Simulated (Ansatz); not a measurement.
**C: density, localisation and related maps**

The calculation's input:

```
crystal:
  lattice:
    - [4.25517, 0.0, 0.0]
    - [0.0, 4.25517, 0.0]
    - [0.0, 0.0, 1.28229]
  atoms:
    - { symbol: C, position: [0.5, 0.5, 0.5] }
hamiltonian:
  xc: r2scan
  pseudopotentials: { kind: paw }
kpoints:
  mp_grid: { grid: [4, 4, 11] }
scf:
  occupations: { method: fermi_dirac, width: 0.05 }
output:
  forces: true
  stress: true
  eigenvalues: true
  write_density: true
  write_potential: true
  elf: true
  volumetric_format: npy
```

Command:

```sh
ansatz run input.yaml --threads 2 --pin off --max-ram 5632MiB --backend cpu --events-out ev --progress --plain --runs-dir out
```

Below, planes, directions and counts refer to the conventional cell (a = 4.26 Å, b = 4.26 Å, c = 1.28 Å, α = 90.00°, β = 90.00°, γ = 90.00°).

Space group P4/mmm; a generated structure, not necessarily the stable one.

Method: Ansatz, Kohn-Sham DFT of a periodic cell, r2SCAN0 form with a typed share of exact exchange, Ansatz PAW.

Core electrons are frozen (PAW), and the valence fields are smoothed inside the atomic spheres.

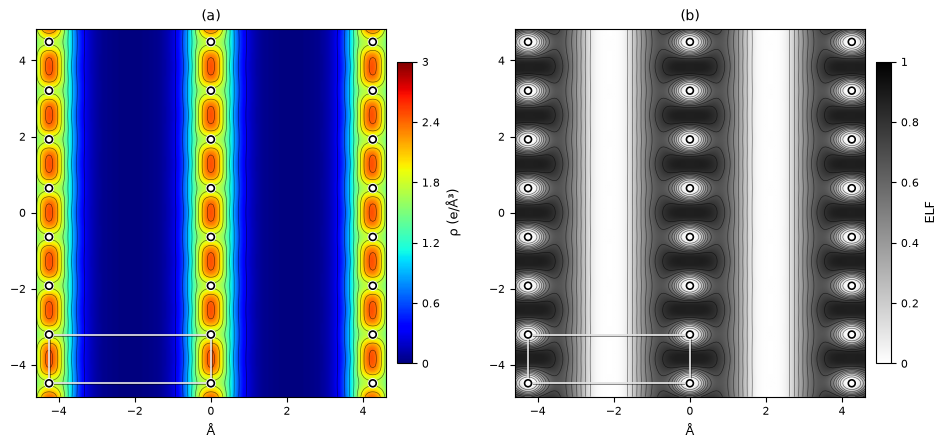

Figure 1. (a) valence pseudo-density; (b) electron localisation function on the (100) plane of the conventional cell. Circles mark the nuclei in the plane (C).

Question: Read the bonding off the picture.

Answer:
- Atoms in the plane: C.
- C–C (1.28 Å): ρ is about 2.5 e/Å³ halfway; the ELF peaks at about 0.90 between the atoms.
- Between the atoms the lowest density in this plane is 0.007 e/Å³.

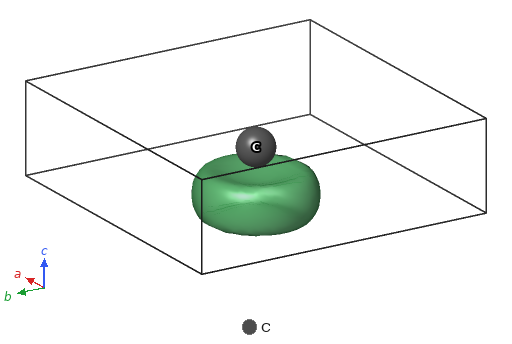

Figure 2. Isosurface of the ELF at 0.75 (green), seen at an oblique angle. Only the valence region is drawn (cores and ρ < 0.01 e/Å³ removed).

Question: Where are the electrons localised?

Answer: The surface consists of one region between bonded C–C atoms, counted in one cell of 1 atoms. Any copies at cell faces, edges or corners count once.

Question: Does the calculation give a band gap?

Answer: It is metallic or semimetallic at this level of theory: no gap opens.
